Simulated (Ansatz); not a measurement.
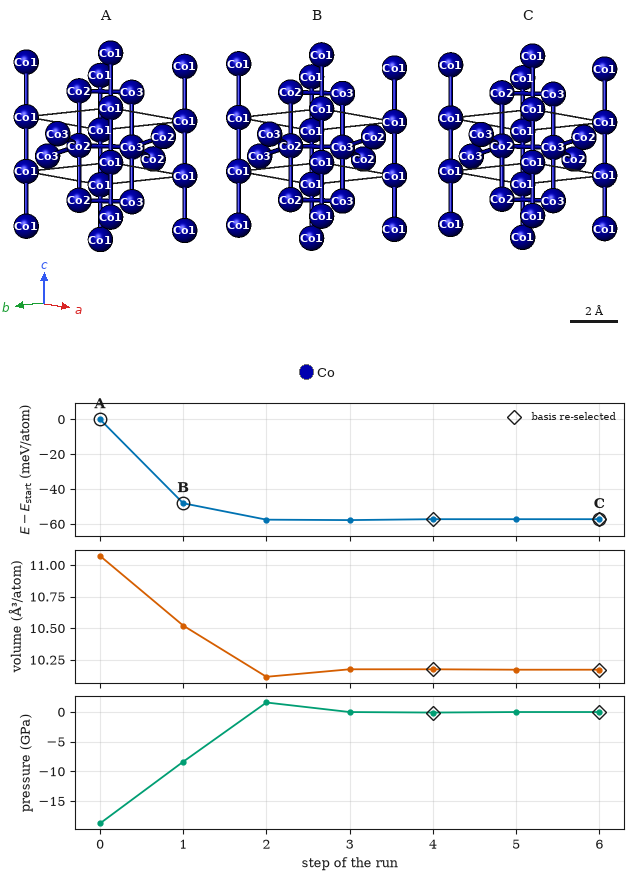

Frames of a relaxation of crystalline Co (a generated structure, set up in P6/mmm), marked on the history of the run. Style: ball-and-stick. Shown: the cell of the calculation, from a free direction.

Phase: omega (AlB2-type).

These are results of DFT, r2SCAN, plane waves (500 eV) with PAW, scalar-relativistic (Ansatz), not measurements. (plane-wave cutoff 500 eV; k-point mesh 9 × 9 × 13; occupations fermi dirac; smearing width 0.1 eV; no spin polarisation; cell and atoms relaxed; force threshold 0.01 eV/Å; at most 60 steps)

Question: What happens along the run?

Answer: The atoms keep their places relative to the cell (all moves are under 0.005 Å). The volume changes by −8.1 %, with a = b 3.970 → 3.859 Å (−2.8 %), c 2.434 → 2.366 Å (−2.8 %). Among the contacts that change: Co1–Co1 2.434 → 2.366 Å, Co2–Co3 2.292 → 2.228 Å. The space group stays P6/mmm (No. 191). After 4 accepted moves (6 points after the start) the energy has fallen by 57.2 meV per atom. All forces vanish by symmetry, so only the cell relaxes. The pressure goes from −18.74 to 0.00 GPa. The SCF was repeated twice at an unchanged geometry on a basis and grid sized afresh for the cell, which shifted the energy by 0.5 meV per atom at most. Cost: 120 s on 1 thread of Intel(R) Xeon(R) Platinum 8259CL CPU @ 2.50GHz (Skylake/Cascade Lake), with other jobs on the host, peak memory 0.65 GiB. From step 0 to 1: volume −5.0 %, energy −48.1 meV per atom. From step 1 to 6: volume −3.3 %, energy −9.1 meV per atom.

| step | E − E(0), meV/atom | pressure, GPa | volume, Å³/atom | note |
| --- | --- | --- | --- | --- |
| 0 | 0.00 | -18.74 | 11.074 |  |
| 1 | -48.10 | -8.36 | 10.521 |  |
| 2 | -57.50 | 1.60 | 10.116 |  |
| 3 | -57.74 | 0.00 | 10.175 |  |
| 4 | -57.22 | -0.09 | 10.175 | same geometry, new basis |
| 5 | -57.23 | 0.00 | 10.172 |  |
| 6 | -57.22 | 0.00 | 10.172 | same geometry, new basis |
